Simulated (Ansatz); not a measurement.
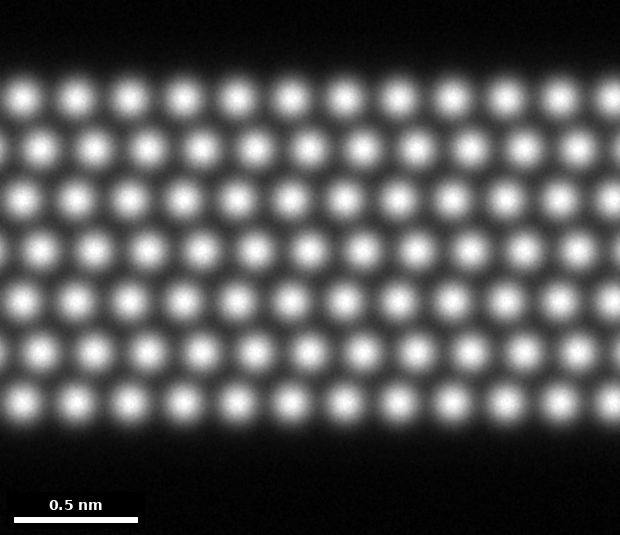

Cross-section of a slab, seen along a direction in its plane, the normal pointing up. Simulated incoherent Z contrast: every atom adds Z^1.6 spread by a probe of 1.20 Å full width; channelling and multiple scattering are left out. The probe carries 15 % of its weight in a tail 2.5 times as wide. The display is stretched by a gamma of 0.8; percentages refer to the linear signal. Shot noise was added. Model: coordinates from a relaxation in a fixed cell with DFT PBEsol, scalar-relativistic, plane waves, PAW (Ansatz). The model holds Cu.

### How many atomic planes does the slab have, and what do they hold from top to bottom?

7 planes (atoms within 0.35 Å in height count as one plane):

```csv
plane,content,depth below the top plane (Å)
1,Cu,0.0
2,Cu,2.0
3,Cu,4.1
4,Cu,6.2
5,Cu,8.2
6,Cu,10.3
7,Cu,12.3
```

### How thick is it, and how does it end on either side?

The outermost planes are 12.3 Å apart. The upper face ends in Cu and the lower in Cu, so the sequence of planes is the same from both sides.

The model is a (001) slab of Cu (P6_3/mmc).
